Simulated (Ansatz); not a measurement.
## Sr$_{2}$Ti$_{3}$O$_{8}$: a failed or faulty run and its cure

System: Sr$_{2}$Ti$_{3}$O$_{8}$ (slab, 26 atoms in the cell).
Method of run 1: DFT PBEsol, scalar-relativistic, plane waves, PAW, no spin polarisation (Ansatz 0.2.0).

The structure derives from an entry of the Crystallography Open Database. The run did not end well. Text and figures count atoms from 1; the logs count them from 0 in places.

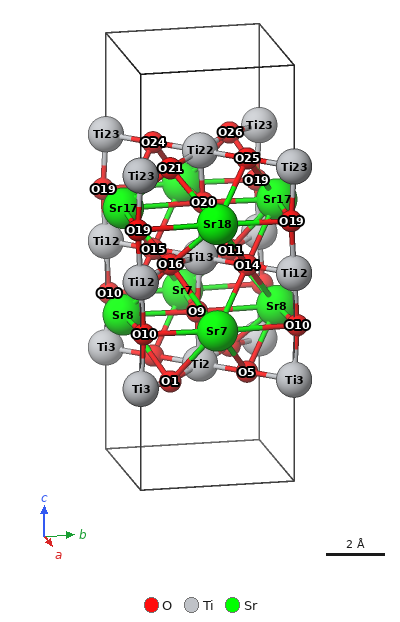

**Figure 1.** The structure as given in the input (ball-and-stick view of the cell of the calculation, with the vacuum cut short, seen slightly off an axis; atoms are numbered from 1 in the order of the input). An atom can appear more than once, as a periodic image.

### The input, run 1
```yaml
crystal:
  lattice:
    - [5.5043380451, 0.0, 0.0]
    - [0.0344432879, 5.5042302799, 0.0]
    - [0.0, 0.0, 23.1424098445]
  atoms:
    - { symbol: O, position: [0.75, 0.25, 0.3240803378] }
    - { symbol: Ti, position: [0.5, 0.5, 0.3323442488] }
    - { symbol: Ti, position: [0.0, 0.0, 0.3323442488] }
    - { symbol: O, position: [0.25, 0.25, 0.3323442488] }
    - { symbol: O, position: [0.75, 0.75, 0.3323442488] }
    - { symbol: O, position: [0.25, 0.75, 0.3406081599] }
    - { symbol: Sr, position: [0.0, 0.5, 0.4161721244] }
    - { symbol: Sr, position: [0.5, 0.0, 0.4161721244] }
    - { symbol: O, position: [0.5246454743, 0.4753545257, 0.4161721244] }
    - { symbol: O, position: [0.9753545257, 0.0246454743, 0.4161721244] }
    - { symbol: O, position: [0.25, 0.75, 0.491736089] }
    - { symbol: Ti, position: [0.0, 0.0, 0.5] }
    - { symbol: Ti, position: [0.5, 0.5, 0.5] }
    - { symbol: O, position: [0.75, 0.75, 0.5] }
    - { symbol: O, position: [0.25, 0.25, 0.5] }
    - { symbol: O, position: [0.75, 0.25, 0.508263911] }
    - { symbol: Sr, position: [0.5, 0.0, 0.5838278756] }
    - { symbol: Sr, position: [0.0, 0.5, 0.5838278756] }
    - { symbol: O, position: [0.0246454743, 0.9753545257, 0.5838278756] }
    - { symbol: O, position: [0.4753545257, 0.5246454743, 0.5838278756] }
    - { symbol: O, position: [0.75, 0.25, 0.6593918401] }
    - { symbol: Ti, position: [0.5, 0.5, 0.6676557512] }
    - { symbol: Ti, position: [0.0, 0.0, 0.6676557512] }
    - { symbol: O, position: [0.25, 0.25, 0.6676557512] }
    - { symbol: O, position: [0.75, 0.75, 0.6676557512] }
    - { symbol: O, position: [0.25, 0.75, 0.6759196622] }
basis:
  ecutwfc: 420
kpoints:
  mp_grid: { grid: [5, 5, 1] }
hamiltonian:
  xc: pbesol
scf:
  occupations: { method: gaussian, width: 0.05 }
  max_iter: 5
output:
  forces: true
  stress: true
  eigenvalues: true
efield:
  axis: 3
  dipole_correction: true
  ramp_width: 0.04
```

Launched with:
```bash
ansatz run input.yaml --threads 4 --pin off --max-ram 10240MiB --backend cpu --events-out ev --progress --plain --runs-dir out
```

Hardware: 4 threads of Intel Xeon (Granite Rapids), 32 GiB of memory available, shared host.

### Output, shortened to warnings, some set-up lines, iterations and results (run 1)
```
Error: did not converge after 5 iterations: dr2 = 6.09e-4 (threshold 1.00e-7), under the density mixer `msr1`, which `scf.mixing.algorithm: auto` chose by the deck's other keys (type `scf.mixing.algorithm: msr1` to keep it); raise `scf.max_iter`, which need not help a stalled SCF, or adjust the mixing (`scf.mixing`) or, under a smearing, its width (`scf.occupations.width`, in either direction: …
Basis set: ecut = 420 eV, 13649 PW (Γ), exchange–correlation on 80×80×320 points (8 copies of the dense FFT grid, shifted against one another)
Symmetry: 4 space group operations
k-points: 9 of 25
Initial density: superposition of atomic densities (neutral atoms: chi_scale 0, normalization atom), corrected by the library's trained network
[...]
SCF iter   1: F=—  HF=-37823.958680 eV  |F-HF|=—  |Δ(HF+E_count)|=         —  Δρ=1.09e-2  dr2=7.22e-1  ethr=1.77e-3  p=0.000 e·Å  D=2.63e-13 V/Å  ΔV_dip=-0.00 eV  …
SCF iter   2: F=—  HF=-37823.868894 eV  |F-HF|=—  |Δ(HF+E_count)|=   8.98e-2  Δρ=7.29e-3  dr2=3.99e-1  ethr=3.47e-4  p=0.000 e·Å  D=2.73e-6 V/Å  ΔV_dip=-0.00 eV  …
SCF iter   3: F=—  HF=-37823.802875 eV  |F-HF|=—  |Δ(HF+E_count)|=   6.60e-2  Δρ=1.59e-3  dr2=1.96e-2  ethr=1.92e-4  p=0.000 e·Å  D=2.13e-6 V/Å  ΔV_dip=-0.00 eV  …
SCF iter   4: F=—  HF=-37823.800267 eV  |F-HF|=—  |Δ(HF+E_count)|=   2.61e-3  Δρ=6.58e-4  dr2=3.08e-3  ethr=9.41e-6  p=0.000 e·Å  D=8.54e-7 V/Å  ΔV_dip=-0.00 eV  …
SCF iter   5: F=—  HF=-37823.800144 eV  |F-HF|=—  |Δ(HF+E_count)|=   1.23e-4  Δρ=3.36e-4  dr2=6.09e-4  ethr=1.48e-6  p=0.000 e·Å  D=4.58e-7 V/Å  ΔV_dip=-0.00 eV  …
Error: did not converge after 5 iterations: dr2 = 6.09e-4 (threshold 1.00e-7), under the density mixer `msr1`, which `scf.mixing.algorithm: auto` chose by the deck's other keys (type `scf.mixing.algorithm: msr1` to keep it); raise `scf.max_iter`, which need not help a stalled SCF, or adjust the …
```

> What should be changed in this input?

The run did not converge: “did not converge after 5 iterations: dr2 = 6.09e-4 (threshold 1.00e-7), under the density mixer `msr1`, which `scf.mixing.algorithm: auto` chose by the deck's other keys (type `scf.mixing.algorithm: msr1` to keep it) …” Its last values are not results. Likely cause: The residual was still falling when the limit of 5 iterations cut the run off.

A run of the same system that converges differs from this input as follows (lines with − go, lines with + come):
```diff
-  max_iter: 5
+  n_extra_bands: 30
```

### Output, shortened to warnings, some set-up lines, iterations and results (run 2)
```
Basis set: ecut = 420 eV, 13649 PW (Γ), exchange–correlation on 80×80×320 points (8 copies of the dense FFT grid, shifted against one another)
Symmetry: 4 space group operations
k-points: 9 of 25
Initial density: superposition of atomic densities (neutral atoms: chi_scale 0, normalization atom), corrected by the library's trained network
[...]
SCF iter   1: F=—  HF=-37823.959684 eV  |F-HF|=—  |Δ(HF+E_count)|=         —  Δρ=1.09e-2  dr2=7.25e-1  ethr=1.77e-3  p=0.000 e·Å  D=2.63e-13 V/Å  ΔV_dip=-0.00 eV  …
SCF iter   2: F=—  HF=-37823.871190 eV  |F-HF|=—  |Δ(HF+E_count)|=   8.85e-2  Δρ=7.42e-3  dr2=4.12e-1  ethr=3.48e-4  p=0.000 e·Å  D=4.12e-6 V/Å  ΔV_dip=-0.00 eV  …
SCF iter   3: F=—  HF=-37823.803081 eV  |F-HF|=—  |Δ(HF+E_count)|=   6.81e-2  Δρ=1.60e-3  dr2=1.92e-2  ethr=1.98e-4  p=0.000 e·Å  D=1.92e-6 V/Å  ΔV_dip=-0.00 eV  …
SCF iter   4: F=—  HF=-37823.800608 eV  |F-HF|=—  |Δ(HF+E_count)|=   2.47e-3  Δρ=6.60e-4  dr2=3.08e-3  ethr=9.22e-6  p=-0.000 e·Å  D=-1.37e-7 V/Å  ΔV_dip=0.00 eV  …
SCF iter   5: F=—  HF=-37823.800504 eV  |F-HF|=—  |Δ(HF+E_count)|=   1.03e-4  Δρ=3.52e-4  dr2=6.98e-4  ethr=1.48e-6  p=-0.000 e·Å  D=-1.07e-7 V/Å  ΔV_dip=0.00 eV  …
SCF iter   6: F=—  HF=-37823.800577 eV  |F-HF|=—  |Δ(HF+E_count)|=   7.26e-5  Δρ=9.40e-5  dr2=6.00e-5  ethr=3.36e-7  p=0.000 e·Å  D=5.36e-7 V/Å  ΔV_dip=-0.00 eV  …
SCF iter   7: F=—  HF=-37823.800237 eV  |F-HF|=—  |Δ(HF+E_count)|=   3.40e-4  Δρ=3.76e-5  dr2=8.05e-6  ethr=2.88e-8  p=0.000 e·Å  D=2.05e-7 V/Å  ΔV_dip=-0.00 eV  …
SCF iter   8: F=—  HF=-37823.800242 eV  |F-HF|=—  |Δ(HF+E_count)|=   5.02e-6  Δρ=2.22e-5  dr2=3.21e-6  ethr=3.87e-9  p=-0.000 e·Å  D=-1.16e-8 V/Å  ΔV_dip=0.00 eV  …
SCF iter   9: F=—  HF=-37823.800242 eV  |F-HF|=—  |Δ(HF+E_count)|=   6.92e-7  Δρ=7.44e-6  dr2=4.02e-7  ethr=1.54e-9  p=0.000 e·Å  D=2.36e-8 V/Å  ΔV_dip=-0.00 eV  …
SCF iter  10: F=—  HF=-37823.800242 eV  |F-HF|=—  |Δ(HF+E_count)|=   1.57e-7  Δρ=3.62e-6  dr2=1.03e-7  ethr=4.81e-11  p=0.000 e·Å  D=8.44e-8 V/Å  ΔV_dip=-0.00 eV  …
SCF iter  11: F=-37823.800242 eV  HF=-37823.800242 eV  |F-HF|=1.03e-8  |Δ(HF+E_count)|=   1.00e-8  Δρ=1.99e-6  dr2=3.00e-8  ethr=4.81e-11  p=-0.000 e·Å  D=-9.18e-9 V/Å  …
SCF 1 converged in 11 iterations: F = -37823.800242 eV  dr2 = 3.00e-8
SCF converged after 11 iterations
Free energy (F): -37823.800242 eV
Harris-Foulkes:  -37823.800242 eV  (|F-HF|=1.03e-8)
Internal energy: -37823.800242 eV  (E = F + TS)
E sigma→0 (E₀):  -37823.800242 eV
Fermi energy:    2.173960 eV
Dipole field:    D = 0.000000 V/Å  (p = 0.000001 e·Å, saw-weighted, corrected)
Work function:   Φ+ = 4.2566 eV   Φ− = 4.2566 eV
Levels:          The Fermi level and band energies are counted from a zero that moves with the ramp; work functions are not
--- Per-component energies (eV) ---
  E_band       = -2998.507121
  E_kinetic    = 5403.382356
  E_local      = -174900.405153  (includes V_loc(G=0)·N_el)
  E_nonlocal   = 1609.200056
  E_hartree    = 84752.238198
  E_xc         = -2441.595467
  E_vxc        = -2882.996637  (∫ρ·V_xc dr)
  E_paw        = -19131.604258  (= ΣΔE_a)
  E_vpaw       = -1732.169259  (= ΣTr[D̂ρ^β])
  E_aug_tail   = 0.039856  (compensation charges beyond the density's cutoff)
  E_efield     = 0.000000  (sawtooth field / dipole correction)
  E_vefield    = 0.000000  (∫n·V_field dr)
  E_ewald      = 66883.005868
  E_core_change = 1.938302  (= ΣΔE_core)
  E_smearing   = -0.000000  (= −TS)
  E_closure    = 0.000000  (closes the sum)
  Σ components = -37823.800242   (vs F -37823.800242, Δ=0.00e0)
--- Forces (eV/Å), atoms counted from 1 ---
  atom   1  O      0.00000000    -0.00000000    -0.14179799
  atom   2  Ti     0.59979327    -0.60355828     2.03199028
  atom   3  Ti    -0.59979327     0.60355828     2.03199028
  atom   4  O      0.00000000    -0.00000000    -0.25650813
  atom   5  O     -0.00000000    -0.00000000    -0.25650813
  atom   6  O     -0.00000000    -0.00000000    -0.48532607
  atom   7  Sr    -0.01186999    -0.01179595    -0.69280946
  atom   8  Sr     0.01186999     0.01179595    -0.69280946
  atom   9  O     -0.07857944     0.07907270    -0.77719508
  atom  10  O      0.07857944    -0.07907270    -0.77719508
  atom  11  O      0.00000000     0.00000000     0.05044142
  atom  12  Ti     0.00000001    -0.00000001     0.00000051
  atom  13  Ti    -0.00000001     0.00000001     0.00000051
  atom  14  O      0.00000000     0.00000000    -0.00000010
  atom  15  O      0.00000000    -0.00000000    -0.00000010
  atom  16  O      0.00000000    -0.00000000    -0.05044159
  atom  17  Sr    -0.01187007    -0.01179602     0.69280988
  atom  18  Sr     0.01187007     0.01179602     0.69280988
  atom  19  O     -0.07857940     0.07907265     0.77719396
  atom  20  O      0.07857940    -0.07907265     0.77719396
  atom  21  O      0.00000000     0.00000000     0.48532557
  atom  22  Ti    -0.59979324     0.60355826    -2.03198996
  atom  23  Ti     0.59979324    -0.60355826    -2.03198996
  atom  24  O      0.00000000     0.00000000     0.25650771
[...]
```

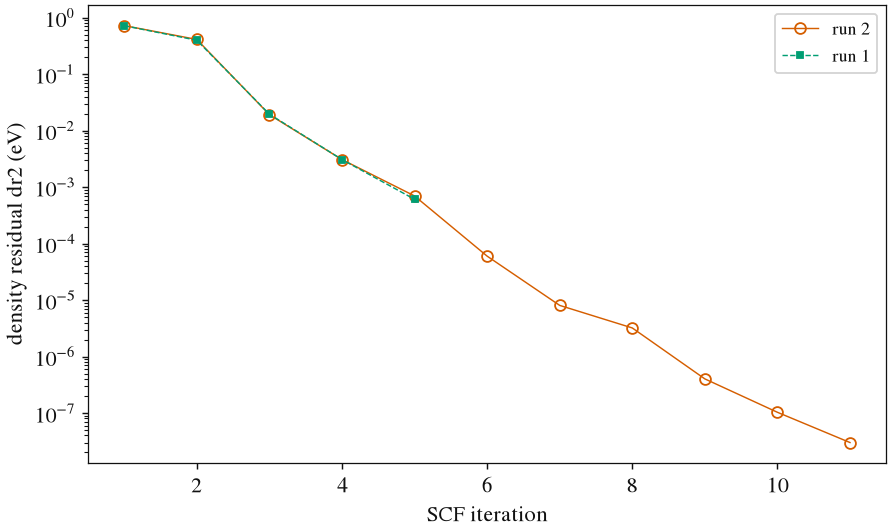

**Figure 2.** Convergence of the two runs: density residual dr2 against the SCF iteration. Run 2 takes 11 iterations in all, and run 1 stops after 5.

### The two runs side by side

| quantity | run 1 | run 2 |
| --- | --- | --- |
| outcome | not converged | converged |
| free energy per atom (eV) | – | −1454.7615 |
| gap on the mesh (eV) | – | 1.03 |
| work function (eV) | – | 4.26 |
| largest force (eV/Å) | – | 2.203 |
| SCF iterations | – | 11 |
| irreducible k-points | – | 9 |
| plane waves at Γ | – | 13649 |
| wall time (shared host) | 15 s | 20 s |
